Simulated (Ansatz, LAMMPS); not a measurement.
# Glassy 76SiO2-9BaO-7SrO-4Li2O-4ZrO2 (mol %) (128 atoms): support functions against a reference

Aim: test how closely localised support functions follow the reference on glassy 76SiO2-9BaO-7SrO-4Li2O-4ZrO2 (mol %) (128 atoms), and at what cost. A setting counts as converged where the r.m.s. difference of forces stays under 1 % of the r.m.s. force.

Main program and level: Ansatz 0.2.0; Kohn-Sham DFT, PBE, PAW (set soft_2), plane waves.

### Step 1. Set-up

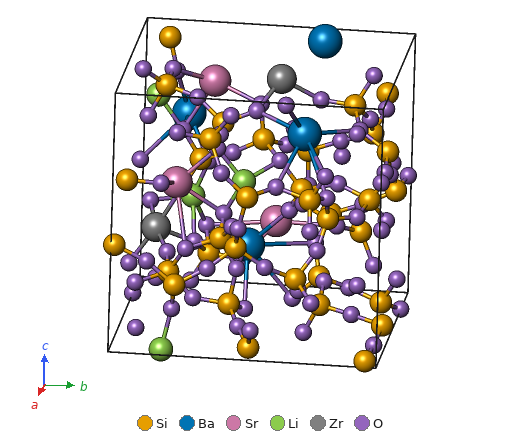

The cell as given, slightly off an axis (silicon orange, barium blue, strontium pink, lithium green, zirconium grey, oxygen purple). Bonds to atoms that aren't drawn are left out. Some periodic images of atoms are drawn too.

The cell holds 128 atoms: 34 Si, 4 Ba, 3 Sr, 4 Li, 2 Zr and 81 O. Its edges and angles: a = 12.146 Å, b = 12.146 Å, c = 12.146 Å, α = 90.0°, β = 90.0°, γ = 90.0°. 128 atoms (34 Si, 4 Ba, 3 Sr, 4 Li, 2 Zr, 81 O) placed at random at 2.87 g/cm³, melted at 4000 K for 10 ps at fixed volume with the Morse and Coulomb pair potential with partial charges (Pedone, Malavasi, Menziani, Cormack and Segre, J. Phys. Chem. B 110, 11780 (2006)). Quenched from 4000 K to 300 K at 300 K/ps and fixed volume, held 10 ps at zero pressure, then minimised at fixed cell.

Before any run, some limits are plain. The quench rate of 300 K/ps is many orders above laboratory rates, so the cell is likely richer in defects and strain than a real sample. The network of bonds at the start is that of the classical potential that made the cell, and needn't be the one that DFT or experiment would give. Only the Γ point is sampled, in a cell whose shortest periodic width is 12 Å. Spin–orbit coupling is left out, which matters for the levels of the heavy elements.

### Step 2. How the cell was made

A classical potential makes the cell, at a small fraction of what the same run would cost in DFT.

This step: classical MD, Morse and Coulomb pair potential with partial charges (Pedone, Malavasi, Menziani, Cormack and Segre, J. Phys. Chem. B 110, 11780 (2006)) (LAMMPS 22 Jul 2025 - Update 4).

Input file in.lmp:

```
# melt-quench of Si34Ba4Sr3Li4Zr2O81
units metal
atom_style charge
boundary p p p
region box block 0 12.3779 0 12.3779 0 12.3779
create_box 6 box
mass 1 28.0850   # Si
mass 2 137.3270   # Ba
mass 3 87.6200   # Sr
mass 4 6.9400   # Li
mass 5 91.2240   # Zr
mass 6 15.9990   # O
create_atoms 1 random 34 82850 NULL overlap 1.5 maxtry 2000
create_atoms 2 random 4 82857 NULL overlap 1.5 maxtry 2000
create_atoms 3 random 3 82864 NULL overlap 1.5 maxtry 2000
create_atoms 4 random 4 82871 NULL overlap 1.5 maxtry 2000
create_atoms 5 random 2 82878 NULL overlap 1.5 maxtry 2000
create_atoms 6 random 81 82885 NULL overlap 1.5 maxtry 2000
pair_style hybrid/overlay pedone 5.5 coul/long 8.0
pair_coeff * * coul/long
pair_coeff 1 6 pedone 0.340554 2.006700 2.100000 1   # Si-O
pair_coeff 2 6 pedone 0.065011 1.547596 3.393410 5   # Ba-O
pair_coeff 3 6 pedone 0.019623 1.886000 3.328330 3   # Sr-O
pair_coeff 4 6 pedone 0.001114 3.429506 2.681360 1   # Li-O
pair_coeff 5 6 pedone 0.206237 2.479675 2.436997 1   # Zr-O
pair_coeff 6 6 pedone 0.042395 1.379316 3.618701 22   # O-O
set type 1 charge 2.4
set type 2 charge 1.2
set type 3 charge 1.2
set type 4 charge 0.6
set type 5 charge 2.4
set type 6 charge -1.2
kspace_style pppm 1.0e-4
neigh_modify delay 0 every 1 check yes
# [... 22 lines left out ...]
thermo 1666
fix md all npt temp 300 300 0.2 iso 0 0 2
run 5000 post no
unfix md
thermo 100
min_style cg
minimize 0 1e-3 2000 20000
write_dump all custom glass.dump id type xs ys zs modify sort id
```

Launch:

```bash
$ lmp -in in.lmp -log none -nocite
```

Numbers of over 12 decimals in the logs are rounded to 6 here.

The log of the run:

```text
LAMMPS (22 Jul 2025 - Update 4)
Created orthogonal box = (0 0 0) to (12.3779 12.3779 12.3779)
Created 34 atoms
Created 4 atoms
Created 3 atoms
Created 4 atoms
Created 2 atoms
Created 81 atoms
PPPM initialization ...
  G vector (1/distance) = 0.39108419
  grid = 15 15 15
  estimated relative force accuracy = 3.8137951e-05
   Step          Time           Temp          PotEng         Press         Density
         0   0              0             -2.1031627      610383.43      2.8660166
       100   0.2            0             -15.650934     -26279.676      2.8660166
       106   0.212          0             -15.662794     -27430.489      2.8660166
Loop time of 0.0870429 s on 1 MPI rank(s) for 106 steps with 128 atoms
Minimization stats:
  Stopping criterion = energy tolerance
  Energy initial, next-to-last, final =
     -2.10316266032099  -15.6618515444853  -15.6627943341551
  Force two-norm initial, final = 365.64084 2.1271722
  Iterations, force evaluations = 106 132
[... 12 lines left out ...]
[... 2 lines left out ...]
Loop time of 2.87036 s on 1 MPI rank(s) for 5000 steps with 128 atoms
   Step          Time           Temp          PotEng         Press         Density
[... 12 lines left out ...]
Loop time of 3.42838 s on 1 MPI rank(s) for 6167 steps with 128 atoms
   Step          Time           Temp          PotEng         Press         Density
[... 3 lines left out ...]
     16660   33.32          290.70901     -15.761161     -2634.0008      3.0038604
     17167   34.334         297.91251     -15.759272     -3779.6697      3.0332485
Loop time of 3.88858 s on 1 MPI rank(s) for 5000 steps with 128 atoms
   Step          Time           Temp          PotEng         Press         Density
     17167   34.334         297.91251     -15.759276     -3782.1725      3.0332485
     17184   34.368         297.91251     -15.800026      2054.1289      3.0332485
Loop time of 0.0423437 s on 1 MPI rank(s) for 17 steps with 128 atoms
Minimization stats:
  Stopping criterion = linesearch alpha is zero
  Energy initial, next-to-last, final =
     -15.7592755892591  -15.8000258314334  -15.8000258314334
  Force two-norm initial, final = 15.417613 0.55118546
  Iterations, force evaluations = 17 67
```

Elapsed: 11 s, on 1 thread of Arm Neoverse V2, shared host; peak memory 0.07 GiB.

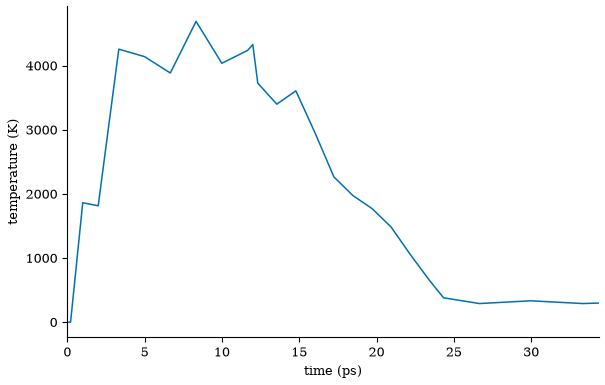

Temperature against time.

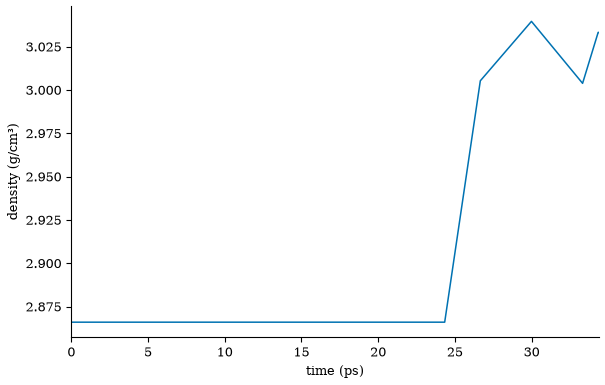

Density, plotted against time.

### Step 3. Plane-wave single point

The first run fixes the reference, at a cutoff of 420 eV.

Input file input.yaml:

```yaml
crystal:
  lattice:
    - [12.14611, 0.0, 0.0]
    - [0.0, 12.14611, 0.0]
    - [0.0, 0.0, 12.14611]
  atoms:
    - { symbol: Si, position: [0.96669, 0.00894, 0.40476] }
    - { symbol: Si, position: [0.0123, 0.904, 0.76789] }
    - { symbol: Si, position: [0.67495, 0.17918, 0.22752] }
    - { symbol: Si, position: [0.25427, 0.88155, 0.68247] }
    - { symbol: Si, position: [0.67426, 0.40819, 0.11703] }
    - { symbol: Si, position: [0.00828, 0.81908, 0.22691] }
    - { symbol: Si, position: [0.72369, 0.77466, 0.48283] }
    - { symbol: Si, position: [0.60695, 0.97814, 0.7202] }
    - { symbol: Si, position: [0.89557, 0.45245, 0.40141] }
    - { symbol: Si, position: [0.97468, 0.2368, 0.26715] }
    - { symbol: Si, position: [0.45492, 0.83327, 0.84653] }
    - { symbol: Si, position: [0.68232, 0.37031, 0.37063] }
    - { symbol: Si, position: [0.81827, 0.66966, 0.27066] }
    - { symbol: Si, position: [0.17519, 0.10633, 0.98252] }
    - { symbol: Si, position: [0.57891, 0.14356, 0.91795] }
    - { symbol: Si, position: [0.511, 0.90388, 0.50204] }
    - { symbol: Si, position: [0.20964, 0.6368, 0.58773] }
    - { symbol: Si, position: [0.40833, 0.49113, 0.68] }
    - { symbol: Si, position: [0.99516, 0.50121, 0.62755] }
    - { symbol: Si, position: [0.6271, 0.74144, 0.11961] }
    - { symbol: Si, position: [0.21214, 0.96786, 0.45443] }
    - { symbol: Si, position: [0.92209, 0.3503, 0.82265] }
    - { symbol: Si, position: [0.97797, 0.95561, 0.0183] }
    - { symbol: Si, position: [0.9018, 0.51104, 0.02051] }
    - { symbol: Si, position: [0.72409, 0.98831, 0.0845] }
    - { symbol: Si, position: [0.8408, 0.03506, 0.62078] }
    - { symbol: Si, position: [0.34756, 0.25281, 0.5711] }
    - { symbol: Si, position: [0.21658, 0.72862, 0.35185] }
    - { symbol: Si, position: [0.51196, 0.65028, 0.52622] }
    - { symbol: Si, position: [0.92678, 0.72743, 0.61106] }
    - { symbol: Si, position: [0.35793, 0.94011, 0.06313] }
    - { symbol: Si, position: [0.37701, 0.70928, 0.15419] }
    [... 90 atom lines left out ...]
    - { symbol: O, position: [0.82645, 0.1608, 0.61126] }
    - { symbol: O, position: [0.87147, 0.9929, 0.49521] }
    - { symbol: O, position: [0.22939, 0.84826, 0.39914] }
    - { symbol: O, position: [0.50368, 0.74135, 0.17498] }
    - { symbol: O, position: [0.10607, 0.57107, 0.63857] }
    - { symbol: O, position: [0.94343, 0.99399, 0.699] }
kpoints:
  mp_grid: { grid: [1, 1, 1] }
hamiltonian:
  xc: pbe
scf:
  occupations: { method: fixed }
output:
  forces: true
  stress: true
  populations: true
  dos:
    method: { smearing: { sigma: 0.08 } }
    de: 0.1
    projected: { site_lists: { Ba: [Ba], Li: [Li], O: [O], Si: [Si], Sr: [Sr] } }
  eigenvalues: true
  write_density: true
  write_potential: true
  volumetric_format: npy
  elf: true
```

Launch:

```bash
$ ansatz run input.yaml --threads 8 --pin off --max-ram 15872MiB --backend cpu --events-out ev --progress --plain --runs-dir out
```

The log of the run:

```text
Engine: ansatz 0.2.0, aarch64-unknown-linux-gnu
Pseudopotentials: kind: paw
Pseudopotential: Si, paw, valence charge 4, recommended cutoff 420 eV (normal), Si.paw.azcp
Pseudopotential: Ba, paw, valence charge 10, recommended cutoff 420 eV (normal), Ba.paw.azcp
Pseudopotential: Sr, paw, valence charge 10, recommended cutoff 420 eV (normal), Sr.paw.azcp
Pseudopotential: Li, paw, valence charge 3, recommended cutoff 420 eV (normal), Li.paw.azcp
Pseudopotential: Zr, paw, valence charge 12, recommended cutoff 420 eV (normal), Zr.paw.azcp
Pseudopotential: O, paw, valence charge 6, recommended cutoff 420 eV (normal), O.paw.azcp
[... 5 lines on functional and potentials left out ...]
Crystal: 128 atoms, lattice volume = 1791.891 Å³
Basis set: ecut = 420 eV, 35033 PW (Γ), exchange–correlation on 180×180×180 points (8 copies of the dense FFT grid, shifted against one another)
Bands: 492, of which v1, the nominal top of the filled ones, is band 364 counted from 1 (363 counted from 0)
Symmetry: 1 space group operations
Space group: P1 (ITA 1), of the structure as read, at distance tolerance 1.2e-4 Å
k-points: 1
[... 13 lines on functional and potentials left out ...]
Initial density: superposition of atomic densities (neutral atoms: chi_scale 0, normalization atom), corrected by the library's trained network
Initial wavefunctions: pseudopotential atomic-orbital guess
Functional: x = pbe(κ = 0.804, μ = 0.219515), c = pbe(β = 0.066725)
SCF iter   1: F=—  HF=-111340.562486 eV  |F-HF|=—  |Δ(HF+E_count)|=         —  Δρ=2.14e-3  dr2=1.13e-1  ethr=1.77e-3  ⟨swp⟩=5.0  Hψ=1957  notcnv=0  defer=126
preconditioner: auto → Resta (q_TF=auto, 2.348 Å⁻¹)  ε∞=3.3  [insulator: Δε(μ)=2.658 eV  Ē_g=15.300 eV  n_scr=388 (ndim 8)  ℏωp=23.0 eV  f_vac=0.133  ε∞_Penn≈3.3]
SCF iter   2: F=—  HF=-111340.562378 eV  |F-HF|=—  |Δ(HF+E_count)|=   1.08e-4  Δρ=1.09e-3  dr2=2.74e-2  ethr=1.55e-5  ⟨swp⟩=2.0  Hψ=932  notcnv=0  defer=126
SCF iter   3: F=—  HF=-111340.565359 eV  |F-HF|=—  |Δ(HF+E_count)|=   2.98e-3  Δρ=5.37e-4  dr2=7.23e-3  ethr=3.76e-6  ⟨swp⟩=3.0  Hψ=654  notcnv=0  defer=126
SCF iter   4: F=—  HF=-111340.564991 eV  |F-HF|=—  |Δ(HF+E_count)|=   3.68e-4  Δρ=1.69e-4  dr2=6.39e-4  ethr=9.93e-7  ⟨swp⟩=2.0  Hψ=653  notcnv=0  defer=126
SCF iter   5: F=—  HF=-111340.565087 eV  |F-HF|=—  |Δ(HF+E_count)|=   9.65e-5  Δρ=1.05e-4  dr2=1.67e-4  ethr=8.77e-8  ⟨swp⟩=2.0  Hψ=651  notcnv=0  defer=126
SCF iter   6: F=—  HF=-111340.565059 eV  |F-HF|=—  |Δ(HF+E_count)|=   2.85e-5  Δρ=2.64e-5  dr2=1.20e-5  ethr=2.29e-8  ⟨swp⟩=2.0  Hψ=651  notcnv=0  defer=125
SCF iter   7: F=—  HF=-111340.569663 eV  |F-HF|=—  |Δ(HF+E_count)|=   4.60e-3  Δρ=1.11e-5  dr2=1.83e-6  ethr=1.65e-9  ⟨swp⟩=2.0  Hψ=854  notcnv=0  defer=122
SCF iter   8: F=—  HF=-111340.569664 eV  |F-HF|=—  |Δ(HF+E_count)|=   1.16e-6  Δρ=5.51e-6  dr2=4.79e-7  ethr=2.51e-10  ⟨swp⟩=2.0  Hψ=715  notcnv=0  defer=122
SCF iter   9: F=-111340.569664 eV  HF=-111340.569664 eV  |F-HF|=2.06e-8  |Δ(HF+E_count)|=   1.38e-7  Δρ=1.42e-6  dr2=3.68e-8  ethr=1.37e-11  ⟨swp⟩=24.0  Hψ=5533  notcnv=0
SCF 1 converged in 9 iterations: F = -111340.569664 eV  dr2 = 3.68e-8
  greatest PAW one-centre occupation: 1.000 electrons in one spin orbital (limit 2), on the Li atom at site 44 (counted from 0), in its partial waves of l = 0
SCF converged after 9 iterations
Free energy (F): -111340.569664 eV
Harris-Foulkes:  -111340.569664 eV  (|F-HF|=2.06e-8)
Internal energy: -111340.569664 eV  (E = F + TS)
E sigma→0 (E₀):  -111340.569664 eV
Fermi energy:    4.919469 eV
--- Per-component energies (eV) ---
  E_band       = -3559.063858
  E_kinetic    = 18177.381722
  E_local      = -48719.298517  (includes V_loc(G=0)·N_el)
  E_nonlocal   = 5577.304294
  E_hartree    = 17870.080191
  E_xc         = -9494.243997
  E_vxc        = -10790.757908  (∫ρ·V_xc dr)
  E_paw        = -65296.981209  (= ΣΔE_a)
  E_vpaw       = -3544.061384  (= ΣTr[D̂ρ^β])
  E_aug_tail   = 0.207895  (compensation charges beyond the density's cutoff)
  E_ewald      = -29455.020042
  E_smearing   = -0.000000  (= −TS)
  E_closure    = 0.000000  (closes the sum)
  Σ components = -111340.569664   (vs F -111340.569664, Δ=0.00e0)
--- Forces (eV/Å), atoms counted from 1 ---
  atom   1  Si     1.07491672     0.40447212     0.61484441
  atom   2  Si    -0.53110725    -0.51748266    -2.08606182
  atom   3  Si     0.16312979     2.60406864    -0.10840883
  atom   4  Si    -0.69350399    -1.91159481    -0.90009714
  atom   5  Si     0.79166989    -1.09721000     1.81478935
  atom   6  Si    -0.30692512     1.15305071     1.71751930
  atom   7  Si    -1.81253870    -1.16621669     0.91529958
  atom   8  Si     0.04897876    -0.53501409    -0.36396637
  atom   9  Si    -1.17909919    -0.16269346    -0.39536089
  atom  10  Si     0.31292431    -0.52083740    -0.49847909
  atom  11  Si    -0.32673085     1.07717750     0.21025410
  atom  12  Si     1.43013087    -0.80961418    -2.90192620
  atom  13  Si    -0.76340248     0.24536890     1.77346296
  atom  14  Si     0.61851146    -0.65242050     1.36773005
[...]
atom 127  O      0.72328912    -0.45317994     0.51944114
  atom 128  O      0.68840414     0.56628157     0.67600137
  max |Σ_I F_I| component: 6.92e-5 eV/Å
--- Stress (GPa, compression-positive) ---
        6.495042       0.704663      -0.399112
        0.704664       4.923591       0.498857
       -0.399111       0.498859       4.019605
  P = ⅓ Tr σ = 5.1461 GPa (51.461 kbar)
--- Band table (eV) ---
  k-point 0: bands = ["-44.4061", "-43.5030", "-39.7168", "-39.0848", [... 476 levels ...], "13.4656", "13.4758", "13.5281", "13.5553", "13.5731", "13.5785", "13.6133", "13.6326", "13.6391", "13.6622", "13.7065", "13.7369"]
--- Löwdin populations: 128 sites ---
  site symbol       q [e]
     0     Si      2.2143
     1     Si      2.2377
     2     Si      2.2420
[...]
127      O      6.8312
  spilling = 0.013040 (of n_electrons = 728.000000)
```

The job ended after 21 s (8 threads of Arm Neoverse V2, shared host; peak memory 2.9 GiB).

Read from the output:

```
free energy                                      : -111340.5697 eV
free energy per atom                             : -869.8482 eV/atom
SCF cycles                                       : 9
pressure                                         : 5.146 GPa
r.m.s. force component                           : 0.9939 eV/Å
longest force                                    : 4.261 eV/Å
Fermi energy                                     : 4.919 eV
gap (highest filled to lowest empty level) : 2.564 eV
spilling of the projection                       : 0.01304
```

The r.m.s. force component of 0.99 eV/Å sets the scale for the differences below.

### Step 4. Support functions low

The cell is solved in localised support functions.

This step: Kohn-Sham DFT, PBE, PAW (set soft_2), localised support functions (low) (Ansatz 0.2.0).

input.yaml, the sections that differ from step 3:

```yaml
scf:
  occupations: { method: fixed }
  eigensolver: { kind: { support_functions: { accuracy: low } } }
  max_iter: 150
output:
  forces: true
  eigenvalues: true
# crystal, kpoints, hamiltonian: as in step 3
```

The log of the run:

```text
Warning: scf.eigensolver.kind.support_functions: disabling space-group detection — the functions' gradient is summed over unrotated k-points, so no spatial operation reduces the k-mesh or symmetrises the density; time reversal is kept, so that k and −k are solved as one point where they differ and the mesh holds both, and exact exchange and, on two spinor components, a DFT+U term hold to it where the run has them: [...]
settings of this run that can trade accuracy for cost: scf.eigensolver.kind.support_functions; scf.eigensolver.kind.support_functions.accuracy: low [...]
[...]
Crystal: 128 atoms, lattice volume = 1791.891 Å³
Basis set: ecut = 420 eV, 35033 PW (Γ), exchange–correlation on 180×180×180 points (8 copies of the dense FFT grid, shifted against one another)
Bands: 437, of which v1, the nominal top of the filled ones, is band 364 counted from 1 (363 counted from 0)
Symmetry: 1 space group operations
k-points: 1
[...]
SCF iter   1: F=—  HF=-111329.227110 eV  |F-HF|=—  |Δ(HF+E_count)|=         —  Δρ=1.06e-1  dr2=2.75e2  ethr=1.00e-1
[...]
SCF iter  13: F=—  HF=-111341.118574 eV  |F-HF|=—  |Δ(HF+E_count)|=   5.87e-3  Δρ=2.85e-5  dr2=2.68e-5  ethr=1.33e-8  κ⁻¹=9.7e-6(r=7)
SCF iter  14: F=-111341.123242 eV  HF=-111341.123247 eV  |F-HF|=4.72e-6  |Δ(HF+E_count)|=   4.67e-3  Δρ=1.51e-5  dr2=8.55e-6  ethr=3.68e-9
SCF 1 converged in 14 iterations: F = -111341.178282 eV  dr2 = 8.55e-6
[...]
SCF converged after 14 iterations
Stability not checked: this state was not tested for a lower state beside it, because the mixer in use, unlike msr1, does not test its closes by its own steps (another_mixer; see scf.mixing.algorithm and scf.lower_state_search)
Free energy (F): -111341.178282 eV
[...]
Internal energy: -111341.178282 eV  (E = F + TS)
E sigma→0 (E₀):  -111341.178282 eV
Fermi energy:    4.923334 eV
[...]
Σ components = -111341.178282   (vs F -111341.178282, Δ=0.00e0)
--- Forces (eV/Å), atoms counted from 1 ---
  atom   1  Si     1.07529993     0.40625131     0.61618167
  atom   2  Si    -0.53090077    -0.51697824    -2.08834848
  atom   3  Si     0.16175844     2.60812220    -0.10855150
  atom   4  Si    -0.69186607    -1.91051473    -0.90037821
[...]
atom 128  O      0.68949116     0.56741491     0.67593315
  max |Σ_I F_I| component: 1.38e-2 eV/Å
--- Band table (eV) ---
[...]
```

The job ended after 80 s (8 threads; peak memory 5.4 GiB; 10 min of CPU time).

The program notes that the band table was not solved further than the SCF left it and it switched symmetry off.

Keys that differ from the reference: support_functions.accuracy = "low" and scf.max_iter = 150.

Forces differ from the reference by 1.2 meV/Å r.m.s., 0.12 % of their size, well within a tolerance of 1 %; the energy by -4.8 meV/atom. It took 80 s and 14 cycles; the reference's time can't be set against it, since the two runs asked for unlike analyses.

(Part 1 of 3 ends here.)

[Logs are printed without paths, hosts, clocks, repeated set-up lines and the standing remarks that a program may print on its own settings, such as how far it seeks lower states.]

[Hosts, paths, dates, database ids (printed as entryN), source tags and the programs' standing remarks are cut or masked in the printed files.]
